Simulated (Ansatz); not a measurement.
**Zn9HS9 (cell charge −1, with a compensating background) (cell with a defect): density, localisation and related maps**

The calculation's input:

```
crystal:
  lattice:
    - [0.0, -6.6618213961, 0.0]
    - [5.7693065645, -3.3309106981, 0.0]
    - [0.0, -2.220607132, 9.4492875731]
  atoms:
    - { symbol: Zn, position: [0.6667007601, 0.6666666667, 0.9998977196] }
    - { symbol: Zn, position: [0.3333674268, 0.3333333333, 0.9998977196] }
    - { symbol: Zn, position: [3.40935e-05, 0.0, 0.9998977196] }
    - { symbol: Zn, position: [0.4444128215, 0.6666666667, 0.6667615355] }
    - { symbol: Zn, position: [0.1110794882, 0.3333333333, 0.6667615355] }
    - { symbol: Zn, position: [0.7777461548, 0.0, 0.6667615355] }
    - { symbol: Zn, position: [0.2221345804, 0.6666666667, 0.3335962588] }
    - { symbol: Zn, position: [0.8888012471, 0.3333333333, 0.3335962588] }
    - { symbol: Zn, position: [0.5554679137, 1.0, 0.3335962588] }
    - { symbol: S, position: [0.5833715591, 0.6666666667, 0.2498853226] }
    - { symbol: S, position: [0.2500382258, 0.3333333333, 0.2498853226] }
    - { symbol: S, position: [0.9167048925, 0.0, 0.2498853226] }
    - { symbol: S, position: [0.1388135683, 0.6666666667, 0.5835592951] }
    - { symbol: S, position: [0.805480235, 0.3333333333, 0.5835592951] }
    - { symbol: S, position: [0.4721469016, 1.0, 0.5835592951] }
    - { symbol: S, position: [0.3612407105, 0.6666666667, 0.9162778684] }
    - { symbol: S, position: [0.0279073772, 0.3333333333, 0.9162778684] }
    - { symbol: S, position: [0.6945740439, 0.0, 0.9162778684] }
    - { symbol: H, position: [0.3055968458, 0.0035918361, 0.127256174] }
total_charge: -1
basis:
  ecutwfc: 420
  xc_grid: 2
kpoints:
  mp_grid: { grid: [2, 2, 2], shift: [0.0, 0.0, 0.0] }
hamiltonian:
  xc: pbe
scf:
  occupations: { method: gaussian, width: 0.02 }
output:
  forces: true
  stress: false
  eigenvalues: true
  write_density: true
  write_potential: true
  elf: true
  volumetric_format: npy
relax:
  adjacent_minimum: "off"
  f_tol: 0.02
  max_steps: 60
```

Launched as:

```sh
ansatz run input.yaml --threads 4 --pin off --max-ram 10240MiB --backend cpu --events-out ev --progress --plain --runs-dir out
```

The fields are those of the run's last geometry, not of the input's.

Level of theory: Ansatz 0.2.0, DFT PBE, scalar-relativistic, plane waves, PAW.

In a PAW calculation such maps are meaningful between the atoms, not at the nuclei.

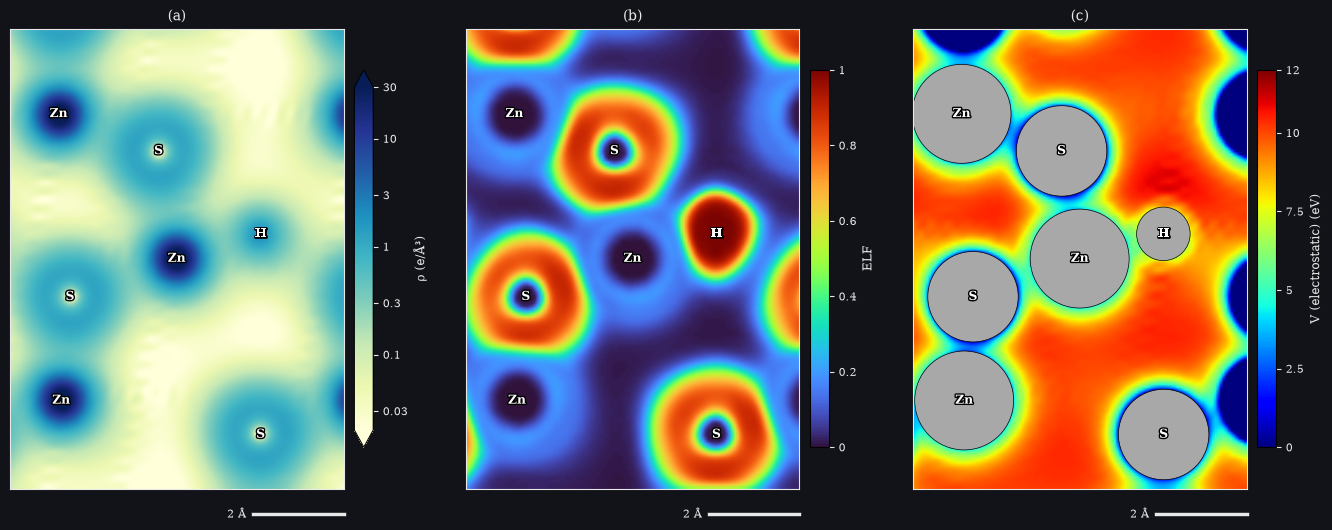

Figure 1. (a) valence charge density (pseudo); (b) electron localisation function; (c) electrostatic potential (local pseudopotential plus Hartree) felt by an electron on the (010) plane of the calculation cell. Grey discs cover the atomic cores in the potential map.

What does the map show?

Answer.
- Atoms in the plane: Zn, S and H.
- Zn–H (1.93 Å): ρ at the midpoint is about 0.42 e/Å³; the ELF climbs to about 1 towards the hydrogen.
- Zn–S (2.30 Å): the density is about 0.54 e/Å³ at the midpoint; the ELF peaks at about 0.90 in the valence shell of S, 0.9 Å from its nucleus, and is about 0.55 at the midpoint.
- Zn–S (2.35 Å): ρ is about 0.5 e/Å³ halfway; the ELF peaks at about 0.90 in the valence shell of S, 0.9 Å from its nucleus, and is about 0.55 at the midpoint.
- Zn–S (2.41 Å): ρ at the midpoint is about 0.45 e/Å³; the ELF peaks at about 0.90 in the valence shell of S, 0.8 Å from its nucleus, and is about 0.55 at the midpoint.
- Zn–S (2.50 Å): ρ is about 0.38 e/Å³ halfway; the ELF peaks at about 0.90 in the valence shell of S, 0.8 Å from its nucleus, and is about 0.50 at the midpoint.
- Between the atoms the lowest density in this plane is 0.01 e/Å³.
- Outside the cores the potential energy rises away from the atoms and is highest about 1.0 Å from the nearest atoms; its zero is arbitrary.

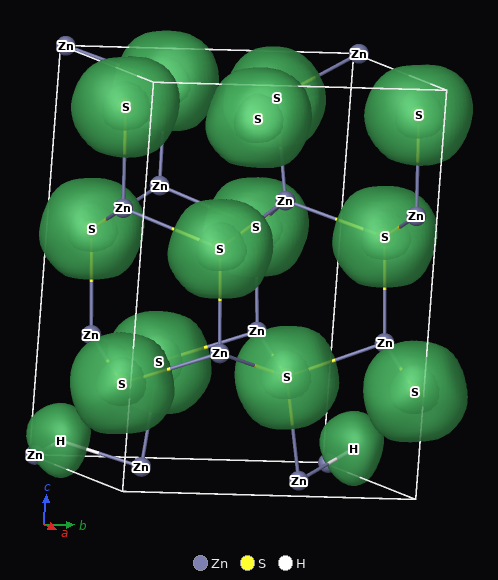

Figure 2. Isosurface of the electron localisation function at 0.7 (green), seen slightly off an axis. Core shells and regions of very low density are left out. Sticks mark near contacts.

Where are the electrons localised?

Answer. The ELF exceeds this value in one region around a hydrogen nucleus and nine regions wrapped around S (the valence shell of each), counted in one cell of 19 atoms. Regions shared between cells count once.


Zn–H (1.91 Å): the ELF climbs to about 1 towards the hydrogen.

Metal or insulator at this level of theory?

Answer. It is gapped, with a Kohn–Sham gap of 1.5 eV on the k-point mesh, an upper bound to the gap of this method.
